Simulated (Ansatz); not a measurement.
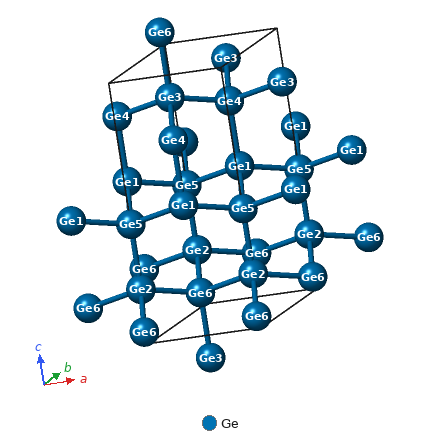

Three computed energy maps of cells of Ge. The picture above is the structure of the first map.

Map 1

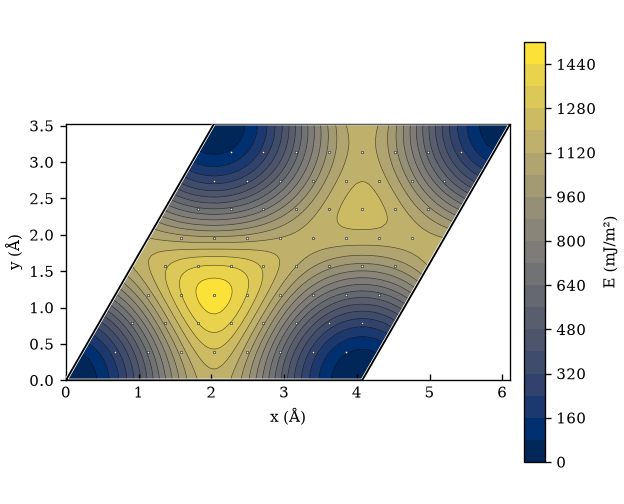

Ge (Fd-3m, No. 227; 6 atoms in the cell). 
- Gamma surface: rigid slide across a plane, one fault a cell; the plane is (1 1 1) of the conventional cell.
- Places are given modulo a cell vector. The map is drawn in real space over the plane of the slide.
- Nothing is relaxed (rigid halves, spacing across the cut fixed).
- The grid has 9 × 9 points; 19 points were computed and 62 follow by symmetry.
- All energies are given in mJ/m² relative to the lowest grid point.
- These are results of Ansatz 0.2.0, DFT PBE, scalar-relativistic, plane waves, PAW, not measurements. Settings: cutoff 420 eV, k-mesh 12×12×5 in the order of the run's cell vectors, gaussian smearing 0.15 eV, no spin polarisation.

The picture shows filled contours, dots at the grid points, the outline of one cell of the plane. Between grid points the surface is interpolated.

Map 2

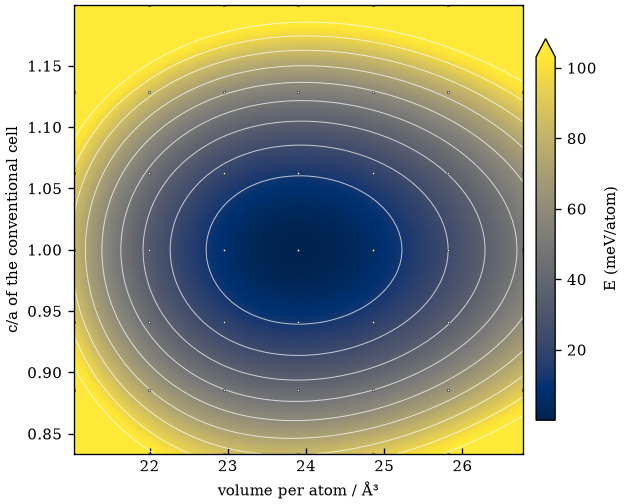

Ge (Fd-3m, No. 227; 2 atoms in the cell). The energy is mapped over volume and the cell's shape. The first coordinate is: volume per atom; the second: c/a of the conventional cell. Nothing is relaxed (symmetry fixes all fractional coordinates). Grid: 7 × 7 points. Points are written as (first, second). All energies are given in meV/atom relative to the lowest grid point. The lowest point has no gap; 4 points of the grid have one on the k-mesh. Theory: Ansatz 0.2.0, DFT PBE, scalar-relativistic, plane waves, PAW. Settings: cutoff 420 eV, k-mesh 14×14×14, gaussian smearing 0.15 eV, no spin polarisation.

The picture shows a smooth colour map with a few white contour lines, dots at the grid points, one colour for all values above the top of the scale. Between grid points the surface is interpolated.

Map 3

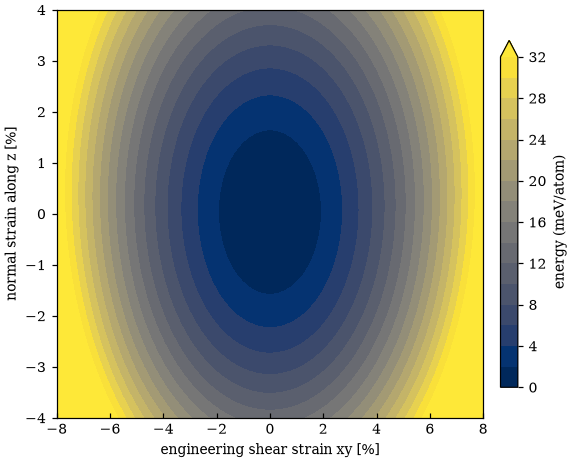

Ge (Fd-3m, No. 227; 2 atoms in the cell). The energy is mapped over two homogeneous strains (x, y and z along the cube axes). Coordinates scanned: (1) engineering shear strain xy; (2) normal strain along z. Nothing is relaxed (fractional coordinates fixed). Grid: 9 × 9 points; 45 points were computed and 36 follow by symmetry. Points are written as (first, second). Energies are in meV/atom, from the lowest grid point. The lowest point has no gap; 4 points of the grid have one on the k-mesh. Computed with DFT PBE, scalar-relativistic, plane waves, PAW (Ansatz 0.2.0). Settings: cutoff 420 eV, k-mesh 14×14×14, gaussian smearing 0.15 eV, no spin polarisation.

In the figure: filled contours, one colour for all values above the top of the scale. Between grid points the surface is interpolated.

**Summarise the maps one by one.**

Map 1: The lowest grid point is at (0/9, 0/9) of the cell vectors. No other kind of well shows on this grid. The highest grid point, (3/9, 3/9) of the cell vectors, lies 1477 mJ/m² above the lowest. On the interpolated surface the easiest way out of the lowest well to its copy in the next cell or period passes a barrier of about 1200 mJ/m².
Map 2: The lowest grid point is at (23.90 Å³, 1.000). No other kind of well shows on this grid. The highest grid point, (21.03 Å³, 1.200), lies 206 meV/atom above the lowest. Round the minimum the two coordinates are nearly uncoupled.
Map 3: The lowest grid point is at (0 %, 0 %). It is the only kind of minimum in the scanned range. The highest grid point, (−8 %, −4 %), lies 50.5 meV/atom above the lowest. Round the minimum the two coordinates are nearly uncoupled.

**Maps 1, 2, 3 start from a relaxed reference structure. Do they show a way to lower its energy?**

No. In each of them the reference is the lowest point, within the accuracy of the grid, so it is stable against the distortions scanned (other distortions weren't tried).
